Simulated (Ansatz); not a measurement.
Au: several calculations on one system

**1. Relaxation**

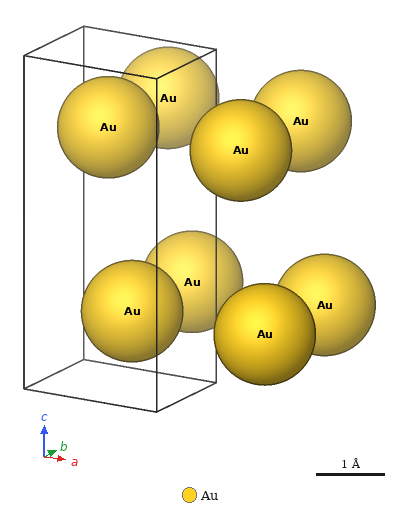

Solid Au (set up in Cmcm), before the relaxation. Style: spheres-only. Shown: the cell of the calculation, repeated 2 × 2 × 1 with one cell outlined, slightly off an axis.

Case: volume × 1.10, shape and atoms relaxed.

Computed with Ansatz, DFT PBEsol, scalar-relativistic, plane waves, PAW.

Input file:
```yaml
crystal:
  lattice:
    - [1.4491659405, -2.6019113625, 0.0]
    - [1.4491659405, 2.6019113625, 0.0]
    - [0.0, 0.0, 4.9704086974]
  atoms:
    - { symbol: Au, position: [0.6641347418, 0.3358652582, 0.25] }
    - { symbol: Au, position: [0.3358652582, 0.6641347418, 0.75] }
basis:
  ecutwfc: 420
kpoints:
  mp_grid: { grid: [16, 16, 10] }
hamiltonian:
  xc: pbesol
scf:
  occupations: { method: gaussian, width: 0.1 }
output:
  forces: true
  stress: true
  eigenvalues: true
relax:
  adjacent_minimum: "off"
  f_tol: 0.01
  max_steps: 30
  cell: { stress_tol: 0.1, fix: [volume] }
```

Command:
```bash
ansatz run input.yaml --threads 1 --pin off --max-ram 2560MiB --backend cpu --events-out ev --progress --plain --runs-dir out
```

> Predict the outcome.

Over 2 accepted moves (3 points after the start) the energy falls by 0.3 meV per cell of the calculation. Largest force component: 0.005 eV/Å at the start, 0.0017 eV/Å at the end. The pressure goes from −12.37 to −12.29 GPa. At 1 point the geometry stayed and the basis and grid were re-selected for the new cell (energy shift of less than 0.05 meV per cell of the calculation at most each time). The largest moves relative to the cell, 0.009 Å, are those of Au1 and Au2. Au1 goes along [1 −1 0]. The drawn cell changes at constant volume: a = b unchanged at 2.978 Å, c 4.970 → 4.990 Å (+0.4 %), γ 121.8° → 122.1°. Near-neighbour distances that change, for instance: Au1–Au2 3.016 → 3.036 Å, Au1–Au1 2.898 → 2.883 Å. The space group stays Cmcm (No. 63).

History of the run:

```tsv
step	E − E(0), meV/atom	largest force component, eV/Å	pressure, GPa	note
0	0.00	0.0050	-12.37	
1	-0.13	0.0044	-12.33	
2	-0.17	0.0017	-12.29	
3	-0.17	0.0017	-12.29	same geometry, new basis
```

**2. Relaxation**

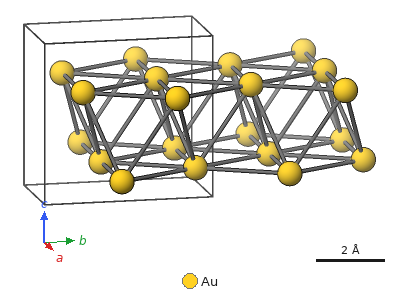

Solid Au (set up in Cmcm), before the relaxation. The picture is a ball-and-stick view of the conventional cell (2 times the calculation's cell), repeated 2 × 2 × 1 with one cell outlined, seen slightly off an axis. Lengths and directions refer to the drawn axes.

Method: DFT PBEsol, scalar-relativistic, plane waves, PAW (Ansatz).

Input
```yaml
crystal:
  lattice:
    - [1.411309965, -2.555933025, 0.0]
    - [1.411309965, 2.555933025, 0.0]
    - [0.0, 0.0, 4.89316961]
  atoms:
    - { symbol: Au, position: [0.66532797, 0.33467203, 0.25] }
    - { symbol: Au, position: [0.33467203, 0.66532797, 0.75] }
basis:
  ecutwfc: 420
kpoints:
  mp_grid: { grid: [16, 16, 10] }
hamiltonian:
  xc: pbesol
scf:
  occupations: { method: gaussian, width: 0.1 }
output:
  forces: true
  stress: true
  eigenvalues: true
relax:
  adjacent_minimum: "off"
  f_tol: 0.005
  max_steps: 80
  cell: { stress_tol: 0.05 }
```

Run as
```bash
ansatz run input.yaml --threads 1 --pin off --max-ram 2560MiB --backend cpu --events-out ev --progress --plain --runs-dir out
```

Q: Predict the outcome.

A: The largest moves relative to the cell, 0.007 Å, are those of Au1 and Au2. Au2 goes along −b. The drawn cell changes as follows: a 2.823 → 2.820 Å (−0.1 %), b 5.112 → 5.034 Å (−1.5 %), c 4.893 → 4.801 Å (−1.9 %); the volume changes by −3.5 %. Among the contacts that change: Au1–Au2 2.974 → 2.913 Å, Au1–Au2 (another image) 2.954 → 2.916 Å, Au1–Au1 2.920 → 2.885 Å. The space group stays Cmcm (No. 63). The energy falls by 11.5 meV per atom in 3 accepted moves (5 points after the start). Largest force component: 0.0081 eV/Å at the start, 0.0016 eV/Å at the end. Pressure: −5.26 GPa at the start and 0.02 GPa at the end. The line search rejected the trial step at point 1 of the run. At 1 point the geometry stayed and the basis and grid were re-selected for the new cell (energy shift of 0.2 meV per atom at most each time).

History of the run:

```
step  E − E(0), meV/atom  largest force component, eV/Å  pressure, GPa  volume, Å³/atom                      note
   0                0.00                         0.0081          -5.26           17.651                          
   1               49.85                         0.0010          16.85           15.754                  rejected
   2              -11.03                         0.0103          -0.98           17.148                          
   3              -11.67                         0.0028          -0.02           17.042                          
   4              -11.68                         0.0017           0.01           17.038                          
   5              -11.50                         0.0016           0.02           17.038  same geometry, new basis
```

The end point in the same view:

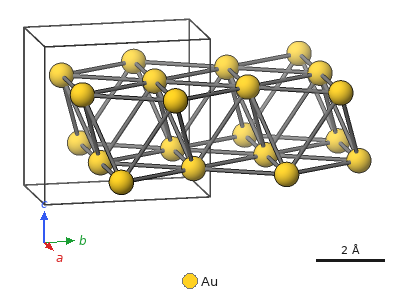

**3. A change**

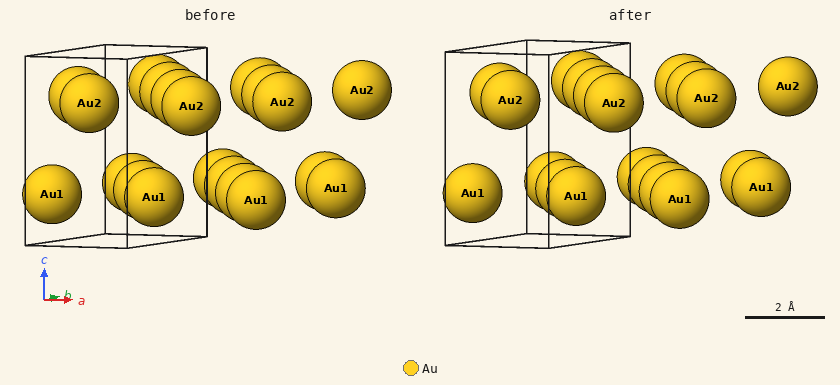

Left: crystalline Au (set up in Cmcm). Right: the same structure after one change, at the same scale. The picture is a spheres-only view of the conventional cell (2 times the calculation's cell), repeated 2 × 2 × 1 with one cell outlined, seen from a free direction. Lengths and directions refer to the drawn axes.

These are results of DFT PBEsol, scalar-relativistic, plane waves, PAW in Ansatz 0.2.0, not measurements. Set-up: plane-wave cutoff 420 eV; k-point mesh 16 × 16 × 10; occupations gaussian; smearing width 0.1 eV; no spin polarisation.

Question: What distinguishes the right structure from the left one?

Answer: The volume is changed by +6.0 %. The cell's shape and the atoms are relaxed at that volume.

Question: What does the change do?

Answer: The volume changes by +6.0 %, with a 2.820 → 2.863 Å (+1.5 %), b 5.034 → 5.140 Å (+2.1 %), c 4.801 → 4.909 Å (+2.3 %). No atom moves by more than 0.005 Å relative to the cell. Near-neighbour distances before and after: Au–Au 2.915 → 2.975 to 2.979 Å, Au–Au 2.885 → 2.942 Å, Au–Au 2.820 → 2.863 Å. The space group stays Cmcm (No. 63). It costs 28.5 meV per atom. Pressure: 0.0 GPa before, −8.4 GPa after.
